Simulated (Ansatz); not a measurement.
## Geometry relaxation of Ga4P (part 1 of 3)

System: Ga4P (10 atoms in the cell).
Method: DFT PBE, scalar-relativistic, plane waves, PAW, no spin polarisation (Ansatz 0.2.0).

The structure was made by a generator, so it may or may not be a known phase. Figures and captions count atoms from 1; the log counts them from 0 in places.

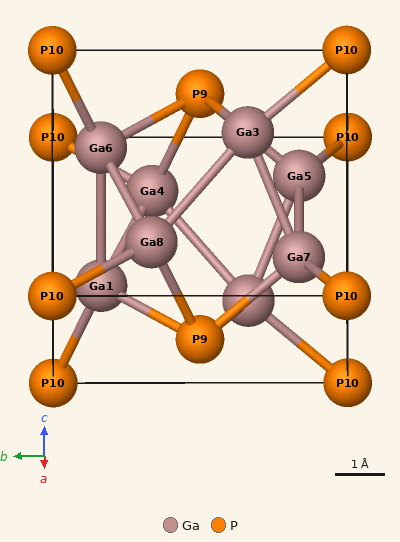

Fig. 1: The input geometry (ball-and-stick view of the cell of the calculation, seen at an oblique angle; atoms are numbered from 1 in the order of the input). An atom can appear more than once, as a periodic image.

### Input
```yaml
crystal:
  lattice:
    - [6.0310324456, 0.0, 0.0]
    - [0.0, 6.0310324456, 0.0]
    - [0.0, 0.0, 5.268534979]
  atoms:
    - { symbol: Ga, position: [0.6636358162, 0.8363641838, 0.2770114639] }
    - { symbol: Ga, position: [0.8363641838, 0.3363641838, 0.2770114639] }
    - { symbol: Ga, position: [0.1636358162, 0.3363641838, 0.7229885361] }
    - { symbol: Ga, position: [0.8363641838, 0.6636358162, 0.7229885361] }
    - { symbol: Ga, position: [0.6636358162, 0.1636358162, 0.7229885361] }
    - { symbol: Ga, position: [0.3363641838, 0.8363641838, 0.7229885361] }
    - { symbol: Ga, position: [0.3363641838, 0.1636358162, 0.2770114639] }
    - { symbol: Ga, position: [0.1636358162, 0.6636358162, 0.2770114639] }
    - { symbol: P, position: [0.5, 0.5, 0.0] }
    - { symbol: P, position: [0.0, 0.0, 0.0] }
basis:
  ecutwfc: 420
kpoints:
  mp_grid: { grid: [6, 6, 8] }
hamiltonian:
  xc: pbe
scf:
  occupations: { method: gaussian, width: 0.1 }
output:
  forces: true
  stress: true
  eigenvalues: true
  write_density: true
  write_potential: true
  elf: true
  volumetric_format: npy
relax:
  adjacent_minimum: "off"
  f_tol: 0.01
  max_steps: 80
  cell: { stress_tol: 0.05 }
```

Launched with:
```bash
ansatz run input.yaml --threads 1 --pin off --max-ram 2560MiB --backend cpu --events-out ev --progress --plain --runs-dir out
```

### Output
```
Engine: ansatz 0.2.0, x86_64-unknown-linux-gnu
Pseudopotentials: kind: paw
Pseudopotential: Ga, paw, valence charge 13, recommended cutoff 420 eV (normal), Ga.paw.azcp
Pseudopotential: P, paw, valence charge 5, recommended cutoff 420 eV (normal), P.paw.azcp
Functional definition: PBE
  parameter kappa = 0.804
  parameter beta = 0.06672455060314922
  exchange = pbe_x(kappa = kappa, mu = beta*pi^2/3)
  correlation = pbe_c(beta = beta)
Crystal: 10 atoms, lattice volume = 191.634 Å³
Basis set: ecut = 420 eV, 3765 PW (Γ), exchange–correlation on 90×90×72 points (8 copies of the dense FFT grid, shifted against one another)
Bands: 69, of which v1, the nominal top of the filled ones, is band 57 counted from 1 (56 counted from 0)
Symmetry: 16 space group operations
Space group: P4/nbm (ITA 125), of the structure as read, at distance tolerance 5.8e-5 Å
k-points: 50 of 288
Non-local potential: Ga, projectors of the file, l = 0: 2, l = 1: 2, l = 2: 3, l = 3: 1
Non-local potential: P, projectors of the file, l = 0: 2, l = 1: 2, l = 2: 2
PAW form: soft (Blöchl's): semilocal exchange-correlation on the pseudo side does not see the compensation charge
PAW one-centre angular grid: Ga, 590 points (default); XC on 64 Gauss nodes
PAW one-centre angular grid: P, 110 points (default); XC on 64 Gauss nodes
Initial density: superposition of atomic densities (neutral atoms: chi_scale 0, normalization atom), corrected by the library's trained network
Initial wavefunctions: pseudopotential atomic-orbital guess
Functional: x = pbe(κ = 0.804, μ = 0.2195149727645171), c = pbe(β = 0.06672455060314922)
SCF iter   1: F=—  HF=-31775.126250 eV  |F-HF|=—  |Δ(HF+E_count)|=         —  Δρ=2.53e-3  dr2=1.49e-2  ethr=1.77e-3  ⟨swp⟩=7.0  Hψ=13085  notcnv=0  defer=14
preconditioner: auto → Kerker (q_TF=auto, 2.502 Å⁻¹)  [metal: Δε(μ)=0.078 eV  Ē_g=14.575 eV  σ=0.100 eV  W_gap=0.41  n_scr=48 (ndim 8)  ℏωp=28.6 eV  f_vac=0.002  D(μ)=3.75/eV (n_scr^D=18)]
SCF iter   2: F=—  HF=-31775.119203 eV  |F-HF|=—  |Δ(HF+E_count)|=   7.05e-3  Δρ=1.30e-3  dr2=4.75e-3  ethr=1.31e-5  ⟨swp⟩=2.0  Hψ=6859  notcnv=0  defer=22
SCF iter   3: F=—  HF=-31775.118330 eV  |F-HF|=—  |Δ(HF+E_count)|=   8.73e-4  Δρ=6.55e-4  dr2=1.04e-3  ethr=4.17e-6  ⟨swp⟩=2.0  Hψ=6058  notcnv=0  defer=22
SCF iter   4: F=—  HF=-31775.118152 eV  |F-HF|=—  |Δ(HF+E_count)|=   1.78e-4  Δρ=2.54e-4  dr2=1.30e-4  ethr=9.14e-7  ⟨swp⟩=2.6  Hψ=5468  notcnv=0  defer=22
SCF iter   5: F=—  HF=-31775.118132 eV  |F-HF|=—  |Δ(HF+E_count)|=   2.02e-5  Δρ=6.98e-5  dr2=9.66e-6  ethr=1.14e-7  ⟨swp⟩=2.0  Hψ=6071  notcnv=0  defer=22
SCF iter   6: F=—  HF=-31775.118116 eV  |F-HF|=—  |Δ(HF+E_count)|=   1.57e-5  Δρ=1.82e-5  dr2=1.01e-6  ethr=8.47e-9  ⟨swp⟩=2.0  Hψ=6088  notcnv=0  defer=22
SCF iter   7: F=—  HF=-31775.118117 eV  |F-HF|=—  |Δ(HF+E_count)|=   5.43e-7  Δρ=5.56e-6  dr2=1.26e-7  ethr=8.89e-10  ⟨swp⟩=3.0  Hψ=6718  notcnv=0  defer=22
SCF iter   8: F=-31775.118117 eV  HF=-31775.118117 eV  |F-HF|=1.26e-8  |Δ(HF+E_count)|=   4.55e-8  Δρ=2.28e-6  dr2=1.72e-8  ethr=8.77e-11  ⟨swp⟩=14.1  Hψ=24252  notcnv=0
SCF 1 converged in 8 iterations: F = -31775.118117 eV  dr2 = 1.72e-8
  greatest PAW one-centre occupation: 0.995 electrons in one spin orbital (limit 2), on the Ga atom at site 6 (counted from 0), in its partial waves of l = 2
relax step   1: F+E_penalty+E_count = -31775.11811667 eV  Δ(F+E_penalty+E_count) = +0.000e0 eV  max|allowed force component| = 5.162e-2 eV/Å  Δτ_max = 0.0000 Å  P = -0.139 GPa  Ω = 191.634 Å³  (8 SCF iters, dr2 threshold 1.00e-7 eV, accepted)
Crystal: 10 atoms, lattice volume = 190.727 Å³
Basis set: ecut = 420 eV, 3713 PW (Γ), exchange–correlation on 90×90×72 points (8 copies of the dense FFT grid, shifted against one another)
Initial density: handed on by an earlier stage of this run
Initial wavefunctions: those handed on with the density
iter 1 solved again at ethr=4.92e-6 eV; its pass at ethr=3.10e-3 eV (dr2=5.61e-3 eV) is discarded
SCF iter   1: F=—  HF=-31775.148586 eV  |F-HF|=—  |Δ(HF+E_count)|=         —  Δρ=1.54e-3  dr2=5.32e-3  ethr=4.92e-6  ⟨swp⟩=2.1  Hψ=19297  notcnv=0
preconditioner: auto → Kerker (q_TF=auto, 2.504 Å⁻¹)  [metal: Δε(μ)=0.023 eV  Ē_g=14.594 eV  σ=0.100 eV  W_gap=0.13  n_scr=48 (ndim 8)  ℏωp=28.7 eV  f_vac=0.002  D(μ)=3.80/eV (n_scr^D=26)]
SCF iter   2: F=—  HF=-31775.148081 eV  |F-HF|=—  |Δ(HF+E_count)|=   5.05e-4  Δρ=9.26e-4  dr2=2.41e-3  ethr=4.66e-6  ⟨swp⟩=1.0  Hψ=3450  notcnv=0
SCF iter   3: F=—  HF=-31775.147857 eV  |F-HF|=—  |Δ(HF+E_count)|=   2.24e-4  Δρ=2.43e-4  dr2=1.40e-4  ethr=2.11e-6  ⟨swp⟩=3.0  Hψ=6345  notcnv=0
SCF iter   4: F=—  HF=-31775.147799 eV  |F-HF|=—  |Δ(HF+E_count)|=   5.79e-5  Δρ=1.34e-4  dr2=4.95e-5  ethr=1.23e-7  ⟨swp⟩=2.0  Hψ=5885  notcnv=0
SCF iter   5: F=—  HF=-31775.147787 eV  |F-HF|=—  |Δ(HF+E_count)|=   1.23e-5  Δρ=3.69e-5  dr2=8.25e-6  ethr=4.34e-8  ⟨swp⟩=2.0  Hψ=6273  notcnv=0
SCF iter   6: F=-31775.147786 eV  HF=-31775.147787 eV  |F-HF|=1.94e-7  |Δ(HF+E_count)|=   1.67e-7  Δρ=1.25e-5  dr2=7.64e-7  ethr=8.77e-10  ⟨swp⟩=12.2  Hψ=28962  notcnv=0
SCF 2 converged in 6 iterations: F = -31775.147786 eV  dr2 = 7.64e-7
relax step   2: F+E_penalty+E_count = -31775.14778639 eV  Δ(F+E_penalty+E_count) = -2.967e-2 eV  max|allowed force component| = 1.551e-2 eV/Å  Δτ_max = 0.0188 Å  P = -0.096 GPa  Ω = 190.727 Å³  energy of the carried Pulay correction = +2.389e-4 eV  (6 SCF iters, dr2 threshold 1.00e-6 eV, accepted)
Crystal: 10 atoms, lattice volume = 189.971 Å³
Basis set: ecut = 420 eV, 3703 PW (Γ), exchange–correlation on 90×90×72 points (8 copies of the dense FFT grid, shifted against one another)
iter 1 solved again at ethr=5.13e-6 eV; its pass at ethr=3.10e-3 eV (dr2=5.84e-3 eV) is discarded
SCF iter   1: F=—  HF=-31775.173346 eV  |F-HF|=—  |Δ(HF+E_count)|=         —  Δρ=1.78e-3  dr2=5.87e-3  ethr=5.13e-6  ⟨swp⟩=2.5  Hψ=19766  notcnv=0
preconditioner: auto → Kerker (q_TF=auto, 2.506 Å⁻¹)  [metal: Δε(μ)=0.013 eV  Ē_g=14.615 eV  σ=0.100 eV  W_gap=0.07  n_scr=48 (ndim 8)  ℏωp=28.8 eV  f_vac=0.001  D(μ)=3.58/eV (n_scr^D=18)]
SCF iter   2: F=—  HF=-31775.173199 eV  |F-HF|=—  |Δ(HF+E_count)|=   1.47e-4  Δρ=1.12e-3  dr2=3.17e-3  ethr=5.13e-6  ⟨swp⟩=1.0  Hψ=3450  notcnv=0
SCF iter   3: F=—  HF=-31775.173108 eV  |F-HF|=—  |Δ(HF+E_count)|=   9.06e-5  Δρ=2.82e-4  dr2=1.87e-4  ethr=2.78e-6  ⟨swp⟩=2.2  Hψ=4466  notcnv=0
SCF iter   4: F=—  HF=-31775.173124 eV  |F-HF|=—  |Δ(HF+E_count)|=   1.54e-5  Δρ=1.59e-4  dr2=5.29e-5  ethr=1.64e-7  ⟨swp⟩=2.0  Hψ=6259  notcnv=0
SCF iter   5: F=—  HF=-31775.173104 eV  |F-HF|=—  |Δ(HF+E_count)|=   1.97e-5  Δρ=5.06e-5  dr2=6.96e-6  ethr=4.64e-8  ⟨swp⟩=2.0  Hψ=6300  notcnv=0
SCF iter   6: F=—  HF=-31775.173104 eV  |F-HF|=—  |Δ(HF+E_count)|=   2.45e-7  Δρ=1.89e-5  dr2=1.05e-6  ethr=6.11e-9  ⟨swp⟩=2.0  Hψ=6303  notcnv=0
SCF iter   7: F=-31775.173104 eV  HF=-31775.173104 eV  |F-HF|=1.50e-9  |Δ(HF+E_count)|=   9.75e-8  Δρ=5.35e-6  dr2=8.54e-8  ethr=5.31e-10  ⟨swp⟩=13.0  Hψ=30182  notcnv=0
SCF 3 converged in 7 iterations: F = -31775.173104 eV  dr2 = 8.54e-8
  greatest PAW one-centre occupation: 0.995 electrons in one spin orbital (limit 2), on the Ga atom at site 3 (counted from 0), in its partial waves of l = 2
relax step   3: F+E_penalty+E_count = -31775.17310364 eV  Δ(F+E_penalty+E_count) = -2.532e-2 eV  max|allowed force component| = 3.446e-2 eV/Å  Δτ_max = 0.0195 Å  P = -0.046 GPa  Ω = 189.971 Å³  energy of the carried Pulay correction = +4.385e-4 eV  (7 SCF iters, dr2 threshold 6.05e-7 eV, accepted)
Crystal: 10 atoms, lattice volume = 189.487 Å³
Basis set: ecut = 420 eV, 3735 PW (Γ), exchange–correlation on 90×90×72 points (8 copies of the dense FFT grid, shifted against one another)
iter 1 solved again at ethr=2.99e-6 eV; its pass at ethr=3.10e-3 eV (dr2=3.41e-3 eV) is discarded
SCF iter   1: F=—  HF=-31775.170877 eV  |F-HF|=—  |Δ(HF+E_count)|=         —  Δρ=1.74e-3  dr2=3.44e-3  ethr=2.99e-6  ⟨swp⟩=2.5  Hψ=20424  notcnv=0
preconditioner: auto → Kerker (q_TF=auto, 2.507 Å⁻¹)  [metal: Δε(μ)=0.031 eV  Ē_g=14.630 eV  σ=0.100 eV  W_gap=0.17  n_scr=56 (ndim 8)  ℏωp=28.8 eV  f_vac=0.000  D(μ)=3.05/eV (n_scr^D=18)]
SCF iter   2: F=—  HF=-31775.170864 eV  |F-HF|=—  |Δ(HF+E_count)|=   1.30e-5  Δρ=1.03e-3  dr2=1.71e-3  ethr=2.99e-6  ⟨swp⟩=1.0  Hψ=3450  notcnv=0
SCF iter   3: F=—  HF=-31775.170899 eV  |F-HF|=—  |Δ(HF+E_count)|=   3.45e-5  Δρ=2.50e-4  dr2=1.14e-4  ethr=1.50e-6  ⟨swp⟩=2.9  Hψ=6181  notcnv=0
SCF iter   4: F=—  HF=-31775.170896 eV  |F-HF|=—  |Δ(HF+E_count)|=   2.47e-6  Δρ=8.65e-5  dr2=2.12e-5  ethr=1.00e-7  ⟨swp⟩=2.0  Hψ=6034  notcnv=0
SCF iter   5: F=—  HF=-31775.170898 eV  |F-HF|=—  |Δ(HF+E_count)|=   2.16e-6  Δρ=5.02e-5  dr2=6.94e-6  ethr=1.86e-8  ⟨swp⟩=2.0  Hψ=6248  notcnv=0
SCF iter   6: F=—  HF=-31775.170898 eV  |F-HF|=—  |Δ(HF+E_count)|=   2.40e-7  Δρ=2.29e-5  dr2=1.57e-6  ethr=6.09e-9  ⟨swp⟩=2.0  Hψ=6290  notcnv=0
SCF iter   7: F=—  HF=-31775.170898 eV  |F-HF|=—  |Δ(HF+E_count)|=   2.86e-7  Δρ=6.43e-6  dr2=1.26e-7  ethr=1.38e-9  ⟨swp⟩=2.0  Hψ=6301  notcnv=0
SCF iter   8: F=-31775.170898 eV  HF=-31775.170898 eV  |F-HF|=1.93e-10  |Δ(HF+E_count)|=   9.03e-9  Δρ=1.62e-6  dr2=7.97e-9  ethr=6.51e-11  ⟨swp⟩=11.7  Hψ=26356  notcnv=0
SCF 4 converged in 8 iterations: F = -31775.170898 eV  dr2 = 7.97e-9
relax step   4: F+E_penalty+E_count = -31775.17089769 eV  Δ(F+E_penalty+E_count) = +2.206e-3 eV  max|allowed force component| = 2.567e-2 eV/Å  Δτ_max = 0.0249 Å  P = +0.083 GPa  Ω = 189.487 Å³  energy of the carried Pulay correction = +5.668e-4 eV  (8 SCF iters, dr2 threshold 7.42e-8 eV, rejected (line search))
Crystal: 10 atoms, lattice volume = 190.205 Å³
iter 1 solved again at ethr=1.88e-6 eV; its pass at ethr=3.10e-3 eV (dr2=2.14e-3 eV) is discarded
SCF iter   1: F=—  HF=-31775.177674 eV  |F-HF|=—  |Δ(HF+E_count)|=         —  Δρ=1.10e-3  dr2=2.10e-3  ethr=1.88e-6  ⟨swp⟩=2.1  Hψ=19452  notcnv=0
preconditioner: auto → Kerker (q_TF=auto, 2.505 Å⁻¹)  [metal: Δε(μ)=0.016 eV  Ē_g=14.620 eV  σ=0.100 eV  W_gap=0.09  n_scr=56 (ndim 8)  ℏωp=28.7 eV  f_vac=0.000  D(μ)=3.26/eV (n_scr^D=18)]
SCF iter   2: F=—  HF=-31775.177552 eV  |F-HF|=—  |Δ(HF+E_count)|=   1.22e-4  Δρ=6.63e-4  dr2=1.02e-3  ethr=1.84e-6  ⟨swp⟩=1.0  Hψ=3450  notcnv=0
SCF iter   3: F=—  HF=-31775.177520 eV  |F-HF|=—  |Δ(HF+E_count)|=   3.18e-5  Δρ=1.74e-4  dr2=6.47e-5  ethr=8.96e-7  ⟨swp⟩=3.0  Hψ=6360  notcnv=0
SCF iter   4: F=—  HF=-31775.177503 eV  |F-HF|=—  |Δ(HF+E_count)|=   1.71e-5  Δρ=9.74e-5  dr2=2.42e-5  ethr=5.67e-8  ⟨swp⟩=2.0  Hψ=5771  notcnv=0
SCF iter   5: F=—  HF=-31775.177500 eV  |F-HF|=—  |Δ(HF+E_count)|=   3.17e-6  Δρ=2.74e-5  dr2=5.49e-6  ethr=2.12e-8  ⟨swp⟩=2.0  Hψ=6083  notcnv=0
SCF iter   6: F=—  HF=-31775.177501 eV  |F-HF|=—  |Δ(HF+E_count)|=   7.47e-7  Δρ=1.14e-5  dr2=6.53e-7  ethr=4.81e-9  ⟨swp⟩=2.0  Hψ=4083  notcnv=0
SCF iter   7: F=—  HF=-31775.177501 eV  |F-HF|=—  |Δ(HF+E_count)|=   8.11e-9  Δρ=3.08e-6  dr2=3.23e-8  ethr=5.72e-10  ⟨swp⟩=3.0  Hψ=6403  notcnv=0
SCF iter   8: F=—  HF=-31775.177501 eV  |F-HF|=—  |Δ(HF+E_count)|=   3.48e-9  Δρ=1.10e-6  dr2=4.12e-9  ethr=2.83e-11  ⟨swp⟩=2.0  Hψ=4218  notcnv=0
SCF iter   9: F=—  HF=-31775.177501 eV  |F-HF|=—  |Δ(HF+E_count)|=  1.24e-10  Δρ=3.54e-7  dr2=4.03e-10  ethr=3.61e-12  ⟨swp⟩=2.0  Hψ=4293  notcnv=0
SCF iter  10: F=-31775.177501 eV  HF=-31775.177501 eV  |F-HF|=0.00e0  |Δ(HF+E_count)|=  8.73e-11  Δρ=9.42e-8  dr2=2.08e-11  ethr=1.00e-12  ⟨swp⟩=8.3  Hψ=19930  notcnv=0
SCF 5 converged in 10 iterations: F = -31775.177501 eV  dr2 = 2.08e-11
  greatest PAW one-centre occupation: 0.995 electrons in one spin orbital (limit 2), on the Ga atom at site 4 (counted from 0), in its partial waves of l = 2
relax step   5: F+E_penalty+E_count = -31775.17750072 eV  Δ(F+E_penalty+E_count) = -4.397e-3 eV  max|allowed force component| = 1.192e-2 eV/Å  Δτ_max = 0.0156 Å  P = -0.057 GPa  Ω = 190.205 Å³  energy of the carried Pulay correction = +3.765e-4 eV  (10 SCF iters, accepted)
Crystal: 10 atoms, lattice volume = 189.805 Å³
iter 1 solved again at ethr=1.56e-7 eV; its pass at ethr=3.10e-3 eV (dr2=1.78e-4 eV) is discarded
```
